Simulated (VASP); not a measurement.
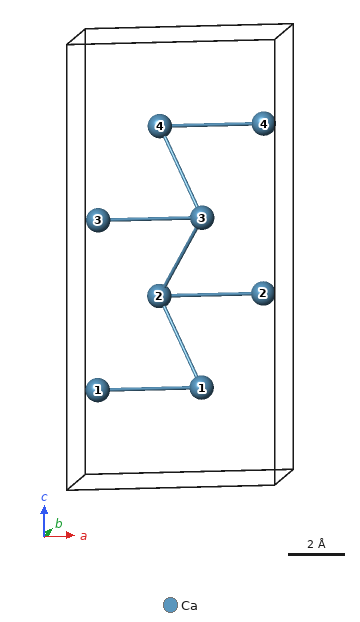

The input geometry (ball-and-stick view of the 2 × 1 repeat of the cell, with the vacuum cut short, seen slightly off an axis; atoms are numbered from 1 in the order of the input). Near neighbours in the crystal (not all of them lie inside the picture): Ca has 6 Ca at 3.81 Å; Ca has 8 Ca at 3.81 Å.

# Run report: Ca, geometry relaxation (part 1 of 2)

The run: geometry relaxation of Ca (slab, 4 atoms in the cell). Method and program: Kohn-Sham DFT of a periodic cell, RPBE, VASP PAW PBE potentials, recommended, no spin polarisation (VASP 6.6.1).

The structure derives from a Materials Project entry. It belongs to a series of runs on one base structure; here: the (1 0 1) slab of Ca, cut from the database cell, not relaxed.

### OSZICAR
```
N       E                     dE             d eps       ncg     rms          rms(c)
DAV:   1     0.330336385274E+03    0.33034E+03   -0.20065E+04  1000   0.136E+03
DAV:   2     0.156284721519E+02   -0.31471E+03   -0.31357E+03   880   0.394E+02
DAV:   3    -0.416791830288E+01   -0.19796E+02   -0.19610E+02  1264   0.662E+01
DAV:   4    -0.681778255152E+01   -0.26499E+01   -0.26480E+01  1320   0.230E+01
DAV:   5    -0.698117779113E+01   -0.16340E+00   -0.16333E+00  1256   0.505E+00    0.501E+00
DAV:   6    -0.666061768193E+01    0.32056E+00   -0.15074E+01  1024   0.954E+00    0.357E+00
DAV:   7    -0.623348345383E+01    0.42713E+00   -0.64389E+00  1024   0.552E+00    0.209E+00
DAV:   8    -0.675309133720E+01   -0.51961E+00   -0.69088E+00  1024   0.520E+00    0.196E+00
DAV:   9    -0.618996720791E+01    0.56312E+00   -0.65860E+00  1104   0.393E+00    0.532E-01
DAV:  10    -0.617480924134E+01    0.15158E-01   -0.29659E-01   976   0.127E+00    0.243E-01
DAV:  11    -0.617501737922E+01   -0.20814E-03   -0.48678E-02  1024   0.551E-01    0.126E-01
DAV:  12    -0.617506780742E+01   -0.50428E-04   -0.13074E-02  1232   0.264E-01    0.600E-02
DAV:  13    -0.617482933381E+01    0.23847E-03   -0.36805E-03  1016   0.146E-01    0.433E-02
DAV:  14    -0.617427343261E+01    0.55590E-03   -0.19595E-03  1024   0.922E-02    0.189E-02
DAV:  15    -0.617392276508E+01    0.35067E-03   -0.80619E-04   992   0.655E-02    0.173E-02
DAV:  16    -0.617389568951E+01    0.27076E-04   -0.67621E-05  1024   0.308E-02    0.104E-02
DAV:  17    -0.617392011827E+01   -0.24429E-04   -0.43294E-05  1008   0.221E-02    0.608E-03
DAV:  18    -0.617393291093E+01   -0.12793E-04   -0.34238E-05  1104   0.114E-02    0.280E-03
DAV:  19    -0.617396536924E+01   -0.32458E-04   -0.24029E-05   976   0.121E-02    0.159E-03
DAV:  20    -0.617398205972E+01   -0.16690E-04   -0.77404E-06  1008   0.872E-03    0.164E-03
DAV:  21    -0.617399391499E+01   -0.11855E-04   -0.44755E-06   744   0.551E-03    0.687E-04
DAV:  22    -0.617399722056E+01   -0.33056E-05   -0.10049E-06   736   0.264E-03    0.279E-04
DAV:  23    -0.617399840501E+01   -0.11844E-05   -0.31811E-07   744   0.144E-03    0.126E-04
DAV:  24    -0.617399858302E+01   -0.17801E-06   -0.36081E-08   720   0.716E-04    0.708E-05
DAV:  25    -0.617399863256E+01   -0.49544E-07   -0.15757E-08   696   0.377E-04
   1 F= -.61739986E+01 E0= -.61661161E+01  d E =-.617400E+01
       N       E                     dE             d eps       ncg     rms          rms(c)
DAV:   1    -0.617457205865E+01   -0.57348E-03   -0.15539E-01   768   0.319E+00    0.843E-02
DAV:   2    -0.617580710241E+01   -0.12350E-02   -0.15857E-02  1024   0.530E-01    0.961E-02
DAV:   3    -0.617516757450E+01    0.63953E-03   -0.26192E-02  1312   0.268E-01    0.623E-02
DAV:   4    -0.617481851582E+01    0.34906E-03   -0.42629E-03  1160   0.127E-01    0.225E-02
DAV:   5    -0.617478648752E+01    0.32028E-04   -0.36176E-04  1016   0.382E-02    0.976E-03
DAV:   6    -0.617478721682E+01   -0.72930E-06   -0.20534E-05  1208   0.156E-02    0.306E-03
DAV:   7    -0.617478694377E+01    0.27305E-06   -0.36466E-06   856   0.609E-03    0.139E-03
DAV:   8    -0.617478695724E+01   -0.13467E-07   -0.29160E-07   768   0.256E-03
   2 F= -.61747870E+01 E0= -.61669191E+01  d E =-.788325E-03
       N       E                     dE             d eps       ncg     rms          rms(c)
DAV:   1    -0.617460513044E+01    0.18181E-03   -0.13993E+00   768   0.865E+00    0.253E-01
DAV:   2    -0.618405318410E+01   -0.94481E-02   -0.12204E-01  1024   0.154E+00    0.259E-01
DAV:   3    -0.618051079549E+01    0.35424E-02   -0.21720E-01  1368   0.672E-01    0.195E-01
DAV:   4    -0.617686368207E+01    0.36471E-02   -0.39463E-02  1088   0.364E-01    0.638E-02
DAV:   5    -0.617663504753E+01    0.22863E-03   -0.29426E-03  1008   0.111E-01    0.290E-02
DAV:   6    -0.617663863631E+01   -0.35888E-05   -0.24859E-04  1144   0.451E-02    0.103E-02
DAV:   7    -0.617663538863E+01    0.32477E-05   -0.36051E-05  1208   0.182E-02    0.449E-03
DAV:   8    -0.617663565020E+01   -0.26157E-06   -0.32852E-06  1032   0.773E-03    0.179E-03
DAV:   9    -0.617663583627E+01   -0.18607E-06   -0.27962E-06   808   0.450E-03    0.892E-04
DAV:  10    -0.617663595426E+01   -0.11799E-06   -0.19664E-07   768   0.198E-03    0.562E-04
DAV:  11    -0.617663601054E+01   -0.56275E-07   -0.51264E-08   768   0.101E-03
   3 F= -.61766360E+01 E0= -.61688145E+01  d E =-.263738E-02
       N       E                     dE             d eps       ncg     rms          rms(c)
DAV:   1    -0.616932374681E+01    0.73122E-02   -0.56106E+00   768   0.169E+01    0.499E-01
DAV:   2    -0.620024713307E+01   -0.30923E-01   -0.40317E-01  1024   0.284E+00    0.451E-01
DAV:   3    -0.619472861288E+01    0.55185E-02   -0.76192E-01  1408   0.110E+00    0.403E-01
DAV:   4    -0.617828281405E+01    0.16446E-01   -0.15923E-01  1048   0.683E-01    0.106E-01
DAV:   5    -0.617792460034E+01    0.35821E-03   -0.84495E-03  1016   0.205E-01    0.565E-02
DAV:   6    -0.617788603816E+01    0.38562E-04   -0.15838E-03  1040   0.911E-02    0.253E-02
DAV:   7    -0.617786677775E+01    0.19260E-04   -0.20866E-04   992   0.429E-02    0.992E-03
DAV:   8    -0.617786870638E+01   -0.19286E-05   -0.22582E-05  1272   0.202E-02    0.337E-03
DAV:   9    -0.617786949350E+01   -0.78712E-06   -0.10598E-05  1144   0.996E-03    0.214E-03
DAV:  10    -0.617787025413E+01   -0.76063E-06   -0.87706E-07   760   0.390E-03    0.109E-03
DAV:  11    -0.617787046936E+01   -0.21523E-06   -0.12311E-07   768   0.193E-03    0.778E-04
DAV:  12    -0.617787064217E+01   -0.17281E-06   -0.13297E-07   768   0.105E-03    0.434E-04
DAV:  13    -0.617787077474E+01   -0.13257E-06   -0.57517E-08   768   0.693E-04    0.294E-04
DAV:  14    -0.617787085658E+01   -0.81840E-07   -0.56138E-08   728   0.525E-04
   4 F= -.61778709E+01 E0= -.61701308E+01  d E =-.387222E-02
       N       E                     dE             d eps       ncg     rms          rms(c)
DAV:   1    -0.617772595665E+01    0.14482E-03   -0.11768E-01   768   0.239E+00    0.729E-02
DAV:   2    -0.617845525852E+01   -0.72930E-03   -0.92545E-03  1024   0.402E-01    0.712E-02
DAV:   3    -0.617821446122E+01    0.24080E-03   -0.16237E-02  1392   0.226E-01    0.546E-02
DAV:   4    -0.617792064623E+01    0.29381E-03   -0.31807E-03  1024   0.964E-02    0.167E-02
DAV:   5    -0.617790507432E+01    0.15572E-04   -0.21730E-04  1008   0.295E-02    0.826E-03
DAV:   6    -0.617790490708E+01    0.16724E-06   -0.16828E-05  1024   0.121E-02    0.296E-03
DAV:   7    -0.617790497799E+01   -0.70907E-07   -0.13694E-06   760   0.361E-03    0.110E-03
DAV:   8    -0.617790505800E+01   -0.80006E-07   -0.14125E-07   768   0.211E-03
   5 F= -.61779051E+01 E0= -.61701551E+01  d E =-.390643E-02
```

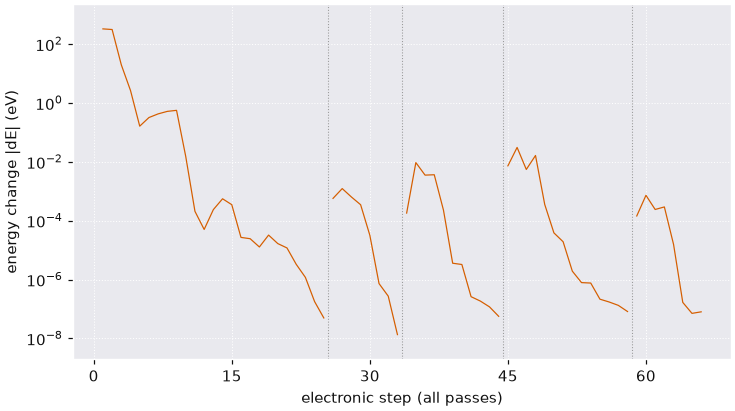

Convergence of the self-consistent field: energy change |dE| against the electronic step. Each stretch between dotted lines is the SCF of one geometry step of a relaxation. The 5 ionic steps take 8 to 25 electronic steps each.

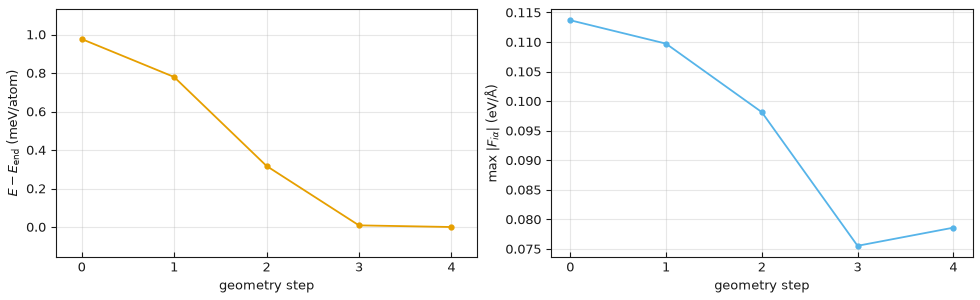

Progress of the relaxation, step by step (steps are counted from 0).

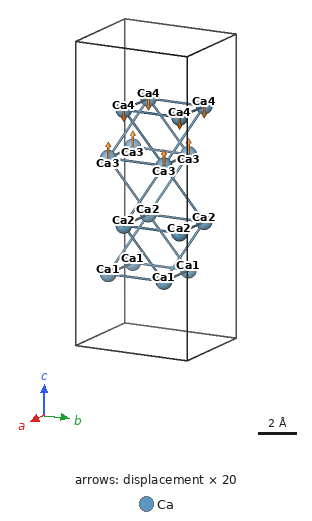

The starting structure with the displacements as orange arrows, magnified 20 times (ball-and-stick view of the 2 × 2 repeat of the cell, with the vacuum cut short, seen slightly off an axis). The largest move is that of Ca3, 0.045 Å. The cell doesn't change. Among the contacts that change: Ca3–Ca4 3.814 → 3.750 Å, Ca2–Ca3 3.814 → 3.855 Å. After 4 geometry steps the energy has fallen by 1.0 meV per atom. The largest force component goes from 0.11 to 0.079 eV/Å. (Atoms are counted from 1 in the order of the input.)

### Parts of OUTCAR
```
EDIFF = 1E-7
   EDIFFG = -0.005
   ENCUT = 520
   GGA = RP
   IBRION = 2
   ISIF = 2
   ISMEAR = 0
   LASPH = True
   LREAL = False
   NELM = 80
   NSW = 40
   PREC = Accurate

 ion  position               nearest neighbor table
   1  0.253  0.253  0.308-
   2  0.755  0.755  0.436-
   3  0.257  0.257  0.564-
   4  0.759  0.759  0.692-

  LATTYP: Found a base centered orthorhombic cell.
 ALAT       =     4.4104098071
 B/A-ratio  =     1.4113018015
 C/A-ratio  =     5.5179791387

  Lattice vectors:

 A1 = (  -1.2644359324,  -3.5986079760,   0.0000000000)
 A2 = (   3.8142859872,   0.0000000000,   0.0000000000)
 A3 = (   0.0000000000,   0.0000000000,  24.3365493090)

Analysis of symmetry for initial positions (statically):
=====================================================================
 Subroutine PRICEL returns:
 Original cell was already a primitive cell.

 Routine SETGRP: Setting up the symmetry group for a
 base centered orthorhombic supercell.

 Subroutine GETGRP returns: Found  4 space group operations
 (whereof  2 operations were pure point group operations)
 out of a pool of  8 trial point group operations.

The static configuration has the point symmetry C_1h.
 The point group associated with its full space group is C_2h.

Analysis of symmetry for dynamics (positions and initial velocities):
=====================================================================
 Subroutine PRICEL returns:
 Original cell was already a primitive cell.

 Routine SETGRP: Setting up the symmetry group for a
 base centered orthorhombic supercell.

 Subroutine GETGRP returns: Found  4 space group operations
 (whereof  2 operations were pure point group operations)
 out of a pool of  8 trial point group operations.

The dynamic configuration has the point symmetry C_1h.
 The point group associated with its full space group is C_2h.

Analysis of constrained symmetry for selective dynamics:
=====================================================================
 Subroutine PRICEL returns:
 Original cell was already a primitive cell.

 Routine SETGRP: Setting up the symmetry group for a
 base centered orthorhombic supercell.

 Subroutine GETGRP returns: Found  2 space group operations
 (whereof  2 operations were pure point group operations)
 out of a pool of  8 trial point group operations.

The constrained configuration has the point symmetry C_1h.

 Subroutine INISYM returns: Found  2 space group operations
 (whereof  2 operations are pure point group operations),
 and found     1 'primitive' translations

----------------------------------------------------------------------------------------

                                     Primitive cell

  volume of cell :     334.0464

  direct lattice vectors                    reciprocal lattice vectors
     3.814285987  0.000000000  0.000000000     0.262172266 -0.092118963  0.000000000
     1.264435932  3.598607976  0.000000000     0.000000000  0.277885229  0.000000000
     0.000000000  0.000000000 24.336549309     0.000000000  0.000000000  0.041090460

  length of vectors
     3.814285987  3.814285987 24.336549309     0.277885229  0.277885229  0.041090460

  position of ions in fractional coordinates (direct lattice)
     0.253097953  0.253097953  0.308178448
     0.755163255  0.755163255  0.436059483
     0.257228557  0.257228557  0.563940517
     0.759293859  0.759293859  0.691821552

  ion indices of the primitive-cell ions
   primitive index   ion index
                 1           1
                 2           2
                 3           3
                 4           4

----------------------------------------------------------------------------------------

 KPOINTS: k-points

Automatic generation of k-mesh.
 Grid dimensions read from file:
 generate k-points for:    7    7    1

 Generating k-lattice:

  Cartesian coordinates                     Fractional coordinates (reciprocal lattice)
     0.037453181 -0.013159852  0.000000000     0.142857143  0.000000000  0.000000000
     0.000000000  0.039697890  0.000000000     0.000000000  0.142857143  0.000000000
     0.000000000  0.000000000  0.041090460     0.000000000  0.000000000  1.000000000

  Length of vectors
     0.039697890  0.039697890  0.041090460

  Shift w.r.t. Gamma in fractional coordinates (k-lattice)
     0.000000000  0.000000000  0.000000000

 Subroutine IBZKPT returns following result:
 ===========================================

 Found     16 irreducible k-points:

 Following reciprocal coordinates:
            Coordinates               Weight
  0.000000  0.000000  0.000000      1.000000
  0.142857  0.000000  0.000000      4.000000
  0.285714 -0.000000  0.000000      4.000000
  0.428571 -0.000000  0.000000      4.000000
  0.142857  0.142857  0.000000      2.000000
  0.285714  0.142857  0.000000      4.000000
  0.428571  0.142857  0.000000      4.000000
 -0.428571  0.142857  0.000000      4.000000
 -0.285714  0.142857  0.000000      4.000000
 -0.142857  0.142857  0.000000      2.000000
  0.285714  0.285714  0.000000      2.000000
  0.428571  0.285714  0.000000      4.000000
 -0.428571  0.285714  0.000000      4.000000
 -0.285714  0.285714  0.000000      2.000000
  0.428571  0.428571  0.000000      2.000000
 -0.428571  0.428571  0.000000      2.000000
   k-points           NKPTS =     16   k-points in BZ     NKDIM =     16   number of bands    NBANDS=     24
   number of dos      NEDOS =    301   number of ions     NIONS =      4
   total plane-waves  NPLWV = 150528
   dimension x,y,z NGX =    28 NGY =   28 NGZ =  192
   dimension x,y,z NGXF=    56 NGYF=   56 NGZF=  384
   ions per type =               4
   NGX,Y,Z   is equivalent  to a cutoff of  12.20, 12.20, 13.12 a.u.
   NGXF,Y,Z  is equivalent  to a cutoff of  24.41, 24.41, 26.23 a.u.
 SYSTEM =  unknown system
   PREC   = accura    normal or accurate (medium, high low for compatibility)
   ISTART =      0    job   : 0-new  1-cont  2-samecut
   ICHARG =      2    charge: 1-file 2-atom 10-const
   ISPIN  =      1    spin polarized calculation?
   LNONCOLLINEAR =      F non collinear calculations
   LSORBIT =      F    spin-orbit coupling
   LASPH  =      T    aspherical Exc in radial PAW
   ENCUT  =  520.0 eV  38.22 Ry    6.18 a.u.   7.09  7.09 45.25*2*pi/ulx,y,z
   NELM   =     80;   NELMIN=  2; NELMDL= -5     # of ELM steps
   EDIFF  = 0.1E-06   stopping-criterion for ELM
   LREAL  =      F    real-space projection
   EDIFFG = -.5E-02   stopping-criterion for IOM
   NSW    =     40    number of steps for IOM
   IBRION =      2    ionic relax: 0-MD 1-quasi-New 2-CG
   NFREE  =      1    steps in history (QN), initial steepest desc. (CG)
   ISIF   =      2    stress and relaxation
   ISYM   =      2    0-nonsym 1-usesym 2-fastsym
   POTIM  = 0.5000    time-step for ionic-motion
   TEBEG  =    0.0;   TEEND  =   0.0 temperature during run
   PSTRESS=    0.0 pullay stress
   NELECT =      40.0000    total number of electrons
   NUPDOWN=      -1.0000    fix difference up-down
   EMIN   =  10.00;   EMAX   =-10.00  energy-range for DOS
   EFERMI =   0.00;   METHOD = LEGACY
   ISMEAR =     0;   SIGMA  =   0.05  broadening in eV -4-tet -1-fermi 0-gaus
   EFERMI_NEDOS =   21; number of points for ismear=-14 and -15
   IALGO  =     38    algorithm
   IMIX   =      4    mixing-type and parameters
     AMIX     =   0.40;   BMIX     =  1.00
     AMIX_MAG =   1.60;   BMIX_MAG =  1.00
  volume/ion in A,a.u.               =      83.51       563.56
  Fermi-wavevector in a.u.,A,eV,Ry     =   0.806911  1.524842  8.858837  0.651106
  Thomas-Fermi vector in A             =   1.915432
   LORBIT       =      0    0 simple, 1 ext, 2 COOP (PROOUT), +10 PAW based schemes
   GGA     = RP    functional components
   LHFCALC =     F    Hartree Fock is set to
   AEXX    =    0.0000 exact exchange contribution
   IVDW    =     0    specifies the selected vdW correction
   LEPSILON=     F    determine dielectric tensor
   LRPA    =     F    only Hartree local field effects (RPA)
 conjugate gradient relaxation of ions
 non-spin polarized calculation
 Gauss-broadening in eV      SIGMA  =   0.05
  energy-cutoff  :      520.00
  volume of cell :      334.05
 maximum number of plane-waves:      9042
   NGX = 15   NGY = 15   NGZ = 91

--------------------------------------- Ionic step        1  -------------------------------------------

 number of electron      39.9999997 magnetization

 Free energy of the ion-electron system (eV)
  ---------------------------------------------------
  ext. energy  EPLUGINS =         0.00000000
  ---------------------------------------------------
  free energy    TOTEN  =        -6.17399863 eV

  energy without entropy =       -6.15823364  energy(sigma->0) =       -6.16611614

------------------------ aborting loop because EDIFF is reached ----------------------------------------

  FORCE on cell =-STRESS in cart. coord.  units (eV):
  Direction    XX          YY          ZZ          XY          YZ          ZX
  --------------------------------------------------------------------------------------
  -------------------------------------------------------------------------------------
  Total        0.8762122      0.6619243     -0.2927578      0.3049337     -0.0005531     -0.0007807
  in kB        4.2025521      3.1747688     -1.4041462      1.4625451     -0.0026530     -0.0037443
  external PRESSURE =       1.9910582 kB  Pullay stress =       0.0000000 kB

 VOLUME and BASIS-vectors are now :
 -----------------------------------------------------------------------------
  energy-cutoff  :      520.00
  volume of cell :      334.05
      direct lattice vectors                 reciprocal lattice vectors
     3.814285987  0.000000000  0.000000000     0.262172266 -0.092118963  0.000000000
     1.264435932  3.598607976  0.000000000     0.000000000  0.277885229  0.000000000
     0.000000000  0.000000000 24.336549309     0.000000000  0.000000000  0.041090460

 POSITION                                       TOTAL-FORCE (eV/Angst)
```
